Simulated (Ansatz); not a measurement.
## What a change does: single-point calculation on FeS2

System: FeS2 (Pnnm, 6 atoms in the cell).
Method of the first run: DFT LDA+U, scalar-relativistic, plane waves, PAW, Ueff = 1 eV on Fe atom 1 d; Ueff = 1 eV on Fe atom 2 d, spin-polarised (Ansatz 0.2.0).

The structure derives from an entry of the Crystallography Open Database. Text and figures count atoms from 1; the logs count them from 0 in places.

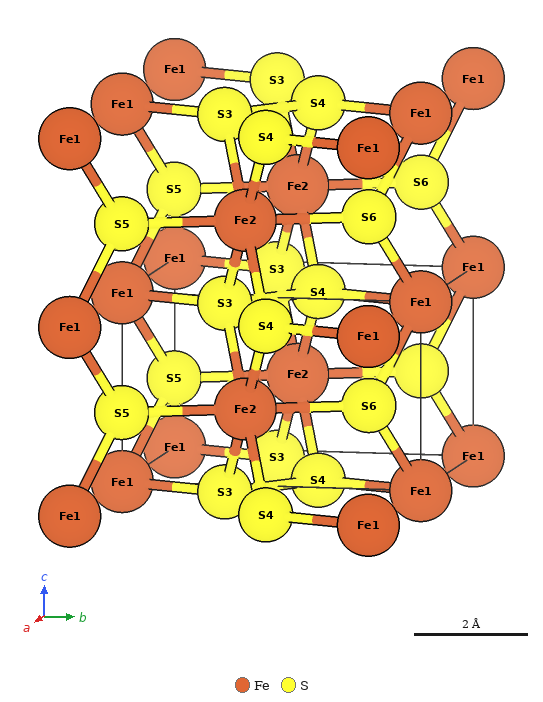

The input geometry (ball-and-stick view of the cell of the calculation, repeated 2 × 1 × 2, seen slightly off an axis; atoms are numbered from 1 in the order of the input). Near neighbours in the crystal (not all of them lie inside the picture): Fe has 6 S at 2.24 to 2.25 Å; S has 3 Fe at 2.24 to 2.25 Å and 1 S at 2.21 Å.

Input file, the first run:
```yaml
crystal:
  lattice:
    - [4.44459993, 0.0, 0.0]
    - [0.0, 5.42459991, 0.0]
    - [0.0, 0.0, 3.38639995]
  atoms:
    - { symbol: Fe, position: [0.0, 0.0, 0.0], spin: 1.2 }
    - { symbol: Fe, position: [0.5, 0.5, 0.5], spin: 1.2 }
    - { symbol: S, position: [0.2004, 0.3787, 0.0] }
    - { symbol: S, position: [0.7996, 0.6213, 0.0] }
    - { symbol: S, position: [0.7004, 0.1213, 0.5] }
    - { symbol: S, position: [0.2996, 0.8787, 0.5] }
basis:
  ecutwfc: 420
  ecutrho_ratio: 4
kpoints:
  mp_grid: { grid: [4, 4, 6] }
hamiltonian:
  xc: lda
  hubbard:
    sites: [{ site: 0, l: d, u_eff: 1.0 }, { site: 1, l: d, u_eff: 1.0 }]
scf:
  occupations: { method: gaussian, width: 0.05 }
  lower_state_search: "off"
  max_iter: 150
output:
  forces: true
  stress: true
  eigenvalues: true
  populations: true
  hubbard: { sites: [{ site: 0, l: d }, { site: 1, l: d }] }
magnetization:
  spin_polarized: true
  spin_locking: { lock_spins: true }
```

Launched with:
```bash
ansatz run input.yaml --threads 4 --pin off --max-ram 6144MiB --backend cpu --events-out ev --progress --plain --runs-dir out
```

Hardware: 4 threads of Arm Neoverse N1, 24 GiB of memory available, shared host.

Output, shortened to warnings, some set-up lines, iterations and results (the first run):
```
Warning: output.stress: scf.convergence.dr2_threshold = 1e-7 eV (the SCF's general default) is looser than the 6e-10 eV advised for a printed stress (1e-10 eV for each atom of the cell: 6). What an SCF threshold leaves in a stress goes as its square root, and in the free energy as the threshold itself, and one threshold admits the most on a small cell: of the crystals measured, under no hybrid …
Warning: output.stress: the lock of the moments that magnetization.spin_locking holds to the close lets an SCF meet its threshold on dr2 anywhere within the lock's freeze window, and the stress can move with the moments there: no threshold on dr2 bounds that. The window is the square root of the freeze energy over magnetization.spin_locking.lambda. Set magnetization.spin_locking.freeze_energy_tol …
Basis set: ecut = 420 eV, 1607 PW (Γ)
Symmetry: 8 space group operations
k-points: 36 of 96
Initial density: superposition of atomic densities (chi_scale 0.1, normalization cell, long waves kept (reshape's long-wave potential 0.00 eV rms))
[...]
SCF iter   1: F=-12292.095709 eV  HF=-12324.411406 eV  |F-HF|=3.23e1  |Δ(HF+E_count)|=         —  Δρ=1.19e-1 (↑6.04e-2 ↓1.19e-1)  dr2=3.46e1  dr2_m=9.98e-1  M=0.356 μB …
SCF iter   2: F=-12313.873346 eV  HF=-12321.751224 eV  |F-HF|=7.88e0  |Δ(HF+E_count)|=    2.66e0  Δρ=7.95e-2 (↑6.35e-2 ↓7.95e-2)  dr2=8.69e0  dr2_m=1.44e-1  M=1.357 μB …
SCF iter   3: F=-12319.342823 eV  HF=-12320.685517 eV  |F-HF|=1.34e0  |Δ(HF+E_count)|=    1.07e0  Δρ=3.20e-2 (↑3.20e-2 ↓2.81e-2)  dr2=2.14e0  dr2_m=9.07e-2  M=0.745 μB …
SCF iter   4: F=-12320.028021 eV  HF=-12320.444185 eV  |F-HF|=4.16e-1  |Δ(HF+E_count)|=   2.41e-1  Δρ=2.61e-2 (↑1.77e-2 ↓2.61e-2)  dr2=7.69e-1  dr2_m=1.01e-1  M=1.181 μB …
SCF iter   5: F=-12320.231969 eV  HF=-12320.241918 eV  |F-HF|=9.95e-3  |Δ(HF+E_count)|=   2.02e-1  Δρ=2.29e-2 (↑1.63e-2 ↓2.29e-2)  dr2=1.17e-1  dr2_m=2.57e-1  M=1.302 μB …
[... 28 lines ...]
SCF iter  34: F=-12319.792103 eV  HF=-12319.792103 eV  |F-HF|=4.81e-9  |Δ(HF+E_count)|=   1.50e-4  Δρ=3.48e-5 (↑1.51e-5 ↓3.48e-5)  dr2=2.98e-7  dr2_m=3.41e-7  M=1.649 μB …
SCF iter  35: F=-12319.792144 eV  HF=-12319.792144 eV  |F-HF|=4.44e-8  |Δ(HF+E_count)|=   4.10e-5  Δρ=1.70e-5 (↑1.46e-5 ↓1.70e-5)  dr2=3.61e-8  dr2_m=1.58e-7  M=1.649 μB …
SCF iter  36: F=-12319.792177 eV  HF=-12319.792177 eV  |F-HF|=2.44e-8  |Δ(HF+E_count)|=   3.29e-5  Δρ=1.74e-5 (↑8.22e-6 ↓1.74e-5)  dr2=8.17e-8  dr2_m=1.07e-7  M=1.649 μB …
SCF iter  37: F=-12319.792225 eV  HF=-12319.792225 eV  |F-HF|=1.24e-9  |Δ(HF+E_count)|=   4.81e-5  Δρ=3.46e-6 (↑3.46e-6 ↓2.93e-6)  dr2=1.74e-9  dr2_m=6.51e-9  M=1.649 μB …
SCF 1 converged in 37 iterations: F = -12319.792225 eV  dr2 = 1.74e-9
this state was not tested for a lower state beside it, because a magnetisation constraint still acts at the end of the SCF (magnetization_constraint; see scf.lower_state_search)
SCF converged after 37 iterations
Magnetization: 1.6487 μB (28.8243 up, 27.1757 down)
Absolute magnetization: 3.2922 μB (∫|ρ↑−ρ↓|, with the PAW one-centre terms)
Spin contamination: 0.2565 ħ² per cell (⟨S²⟩ above its minimum at these occupations)
Per-site moments (μB) at R_I (Å): [(1.198055561648868, 0.9236200733794152), (1.1980555616488688, 0.9236200733794152), (-0.11757489196105848, 0.9135964625884235), (-0.11757489196105844, 0.9135964625884235), (-0.11757489196105841, 0.9135964625884235), (-0.11757489196105858, 0.9135964625884235)]
--- Magnetisation constraints (ε_frz = 1.0e-4 eV) ---
  site  kind      target   achieved (μB)  |Δ|max (μB)  g (eV/μB)  λ_eff  esc  ok   flags
  0     per_site  +1.2000  +1.1981        1.94e-3      -4.89e-1   1.000  0    yes
  1     per_site  +1.2000  +1.1981        1.94e-3      -4.89e-1   1.000  0    yes
Free energy (F): -12319.792225 eV
Harris-Foulkes:  -12319.792225 eV  (|F-HF|=1.24e-9)
Internal energy: -12319.779185 eV  (E = F + TS)
E sigma→0 (E₀):  -12319.785705 eV
Entropy (-TS):   -0.013040 eV (-2.173 meV/atom)
Fermi energy:    12.761937 eV
--- Per-component energies (eV) ---
  E_band       = -501.693061
  E_kinetic    = 1146.521189
  E_local      = -6184.608848  (includes V_loc(G=0)·N_el)
  E_nonlocal   = 559.398741
  E_hartree    = 2629.775812
  E_xc         = -625.412636
  E_vxc        = -662.261465  (∫ρ·V_xc dr)
  E_hubbard    = 1.717081  (on-site DFT+U / exact-exchange correction)
  E_vhub       = -3.537583  (the Hubbard potential's part of the band-sum identity)
  E_paw        = -4884.351251  (= ΣΔE_a)
  E_vpaw       = -615.589890  (= ΣTr[D̂ρ^β])
  E_aug_tail   = 0.001633  (compensation charges beyond the density's cutoff)
  E_constr_dc  = -1.170978  (∫m·b dr)
  E_ewald      = -4964.236805
  E_core_change = 1.415861  (= ΣΔE_core)
  E_smearing   = -0.013040  (= −TS)
  E_closure    = 0.000037  (closes the sum)
  E_penalty    = 0.001856  (constraint; not in F)
  Σ components = -12319.792225   (vs F -12319.792225, Δ=0.00e0)
--- Forces (eV/Å), atoms counted from 1 ---
  atom   1  Fe    -0.00000000     0.00000000     0.00000000
  atom   2  Fe     0.00000000     0.00000000     0.00000000
  atom   3  S      0.00820425    -0.45458258     0.00000000
  atom   4  S     -0.00820425     0.45458258     0.00000000
  atom   5  S      0.00820425     0.45458258     0.00000000
  atom   6  S     -0.00820425    -0.45458258     0.00000000
  max |Σ_I F_I| component: 5.55e-17 eV/Å
--- Stress (GPa, compression-positive) ---
       -0.276511       0.000000       0.000000
[...]
```

For the second run the input was changed thus:
```diff
-    - { symbol: Fe, position: [0.0, 0.0, 0.0], spin: 1.2 }
-    - { symbol: Fe, position: [0.5, 0.5, 0.5], spin: 1.2 }
+    - { symbol: Fe, position: [0.0, 0.0, 0.0], spin: 2.4 }
+    - { symbol: Fe, position: [0.5, 0.5, 0.5], spin: 2.4 }
```

What does this change do to the results?

The total moment is fixed by the input in the first run and the second run, so the state need not be the lowest. With the same functional and potentials, the second run lies 234.5 meV per atom higher. The net moment of the cell goes from 1.65 to 4.28 μB. The pressure goes from −4.01 to 9.58 GPa. The largest force goes from 0.455 to 0.746 eV/Å.

Output, shortened to warnings, some set-up lines, iterations and results (the second run):
```
Warning: output.stress: scf.convergence.dr2_threshold = 1e-7 eV (the SCF's general default) is looser than the 6e-10 eV advised for a printed stress (1e-10 eV for each atom of the cell: 6). What an SCF threshold leaves in a stress goes as its square root, and in the free energy as the threshold itself, and one threshold admits the most on a small cell: of the crystals measured, under no hybrid …
Warning: output.stress: the lock of the moments that magnetization.spin_locking holds to the close lets an SCF meet its threshold on dr2 anywhere within the lock's freeze window, and the stress can move with the moments there: no threshold on dr2 bounds that. The window is the square root of the freeze energy over magnetization.spin_locking.lambda. Set magnetization.spin_locking.freeze_energy_tol …
Basis set: ecut = 420 eV, 1607 PW (Γ)
Symmetry: 8 space group operations
k-points: 36 of 96
Initial density: superposition of atomic densities (chi_scale 0.1, normalization cell, long waves kept (reshape's long-wave potential 0.00 eV rms))
[...]
SCF iter   1: F=-12298.301023 eV  HF=-12321.811222 eV  |F-HF|=2.35e1  |Δ(HF+E_count)|=         —  Δρ=1.13e-1 (↑4.48e-2 ↓1.13e-1)  dr2=2.54e1  dr2_m=1.46e0  M=2.218 μB …
SCF iter   2: F=-12316.971763 eV  HF=-12320.228474 eV  |F-HF|=3.26e0  |Δ(HF+E_count)|=    1.58e0  Δρ=7.89e-2 (↑3.02e-2 ↓7.89e-2)  dr2=4.08e0  dr2_m=8.60e-1  M=4.409 μB …
SCF iter   3: F=-12318.561724 eV  HF=-12319.418046 eV  |F-HF|=8.56e-1  |Δ(HF+E_count)|=   8.10e-1  Δρ=2.97e-2 (↑2.29e-2 ↓2.97e-2)  dr2=1.53e0  dr2_m=1.11e-1  M=3.539 μB …
SCF iter   4: F=-12318.878602 eV  HF=-12319.169109 eV  |F-HF|=2.91e-1  |Δ(HF+E_count)|=   2.49e-1  Δρ=1.45e-2 (↑1.26e-2 ↓1.45e-2)  dr2=4.93e-1  dr2_m=3.56e-2  M=3.488 μB …
SCF iter   5: F=-12318.944323 eV  HF=-12318.962016 eV  |F-HF|=1.77e-2  |Δ(HF+E_count)|=   2.07e-1  Δρ=7.69e-3 (↑3.58e-3 ↓7.69e-3)  dr2=4.40e-2  dr2_m=8.25e-3  M=3.481 μB …
[... 22 lines ...]
SCF iter  28: F=-12318.384914 eV  HF=-12318.384927 eV  |F-HF|=1.23e-5  |Δ(HF+E_count)|=   7.42e-6  Δρ=8.69e-5 (↑8.69e-5 ↓8.26e-5)  dr2=1.42e-5  dr2_m=1.33e-6  M=4.275 μB …
SCF iter  29: F=-12318.385238 eV  HF=-12318.385238 eV  |F-HF|=5.85e-7  |Δ(HF+E_count)|=   3.12e-4  Δρ=3.50e-5 (↑1.27e-5 ↓3.50e-5)  dr2=9.53e-7  dr2_m=2.77e-7  M=4.275 μB …
SCF iter  30: F=-12318.385355 eV  HF=-12318.385355 eV  |F-HF|=2.93e-7  |Δ(HF+E_count)|=   1.17e-4  Δρ=1.29e-5 (↑7.89e-6 ↓1.29e-5)  dr2=2.94e-7  dr2_m=9.33e-9  M=4.275 μB …
SCF iter  31: F=-12318.385358 eV  HF=-12318.385358 eV  |F-HF|=2.47e-8  |Δ(HF+E_count)|=   2.78e-6  Δρ=5.58e-6 (↑1.13e-6 ↓5.58e-6)  dr2=2.99e-8  dr2_m=4.66e-9  M=4.275 μB …
SCF 1 converged in 31 iterations: F = -12318.385358 eV  dr2 = 2.99e-8
this state was not tested for a lower state beside it, because a magnetisation constraint still acts at the end of the SCF (magnetization_constraint; see scf.lower_state_search)
SCF converged after 31 iterations
Magnetization: 4.2752 μB (30.1376 up, 25.8624 down)
Absolute magnetization: 5.7223 μB (∫|ρ↑−ρ↓|, with the PAW one-centre terms)
Spin contamination: 0.5357 ħ² per cell (⟨S²⟩ above its minimum at these occupations)
Per-site moments (μB) at R_I (Å): [(2.402176268578048, 0.9236200733794152), (2.4021762685780477, 0.9236200733794152), (-0.10110068241737405, 0.9135964625884235), (-0.10110068241737419, 0.9135964625884235), (-0.10110068241737395, 0.9135964625884235), (-0.10110068241737395, 0.9135964625884235)]
--- Magnetisation constraints (ε_frz = 1.0e-4 eV) ---
  site  kind      target   achieved (μB)  |Δ|max (μB)  g (eV/μB)  λ_eff  esc  ok   flags
  0     per_site  +2.4000  +2.4022        2.18e-3      -8.35e-1   1.000  0    yes
  1     per_site  +2.4000  +2.4022        2.18e-3      -8.35e-1   1.000  0    yes
Free energy (F): -12318.385358 eV
Harris-Foulkes:  -12318.385358 eV  (|F-HF|=2.47e-8)
Internal energy: -12318.380203 eV  (E = F + TS)
E sigma→0 (E₀):  -12318.382781 eV
Entropy (-TS):   -0.005155 eV (-0.859 meV/atom)
Fermi energy:    12.843400 eV
--- Per-component energies (eV) ---
  E_band       = -512.188426
  E_kinetic    = 1143.611693
  E_local      = -6178.164259  (includes V_loc(G=0)·N_el)
  E_nonlocal   = 569.003664
  E_hartree    = 2621.725619
  E_xc         = -625.135440
  E_vxc        = -661.808410  (∫ρ·V_xc dr)
  E_hubbard    = 1.411581  (on-site DFT+U / exact-exchange correction)
  E_vhub       = -3.937275  (the Hubbard potential's part of the band-sum identity)
  E_paw        = -4888.013678  (= ΣΔE_a)
  E_vpaw       = -620.349701  (= ΣTr[D̂ρ^β])
  E_aug_tail   = 0.001619  (compensation charges beyond the density's cutoff)
  E_constr_dc  = -4.013410  (∫m·b dr)
  E_ewald      = -4964.236805
  E_core_change = 1.415861  (= ΣΔE_core)
  E_smearing   = -0.005155  (= −TS)
  E_closure    = -0.000060  (closes the sum)
  E_penalty    = -0.003585  (constraint; not in F)
  Σ components = -12318.385358   (vs F -12318.385358, Δ=0.00e0)
--- Forces (eV/Å), atoms counted from 1 ---
  atom   1  Fe    -0.00000000     0.00000000     0.00000000
  atom   2  Fe    -0.00000000     0.00000000     0.00000000
  atom   3  S     -0.70361794    -0.24884026     0.00000000
  atom   4  S      0.70361794     0.24884026     0.00000000
  atom   5  S     -0.70361794     0.24884026     0.00000000
  atom   6  S      0.70361794    -0.24884026     0.00000000
  max |Σ_I F_I| component: 2.22e-16 eV/Å
--- Stress (GPa, compression-positive) ---
       13.048219       0.000000       0.000000
[...]
```

The two runs side by side:

| quantity | the first run | the second run |
| --- | --- | --- |
| outcome | converged | converged |
| free energy per atom (eV) | −2053.2987 | −2053.0642 |
| energy per atom, smearing taken to zero (eV) | −2053.2976 | −2053.0638 |
| gap on the mesh (eV) | 0.00 | 0.00 |
| net moment of the cell (μB) | 1.65 | 4.28 |
| absolute moment of the cell (μB) | 3.29 | 5.72 |
| pressure (GPa) | −4.01 | 9.58 |
| largest force (eV/Å) | 0.455 | 0.746 |
| irreducible k-points | 36 | 36 |
| plane waves at Γ | 1607 | 1607 |
| wall time (shared host) | 25 s | 18 s |

For both runs: Warnings: the state was not tested for a lower one; the SCF threshold is looser than advised for the printed stress.
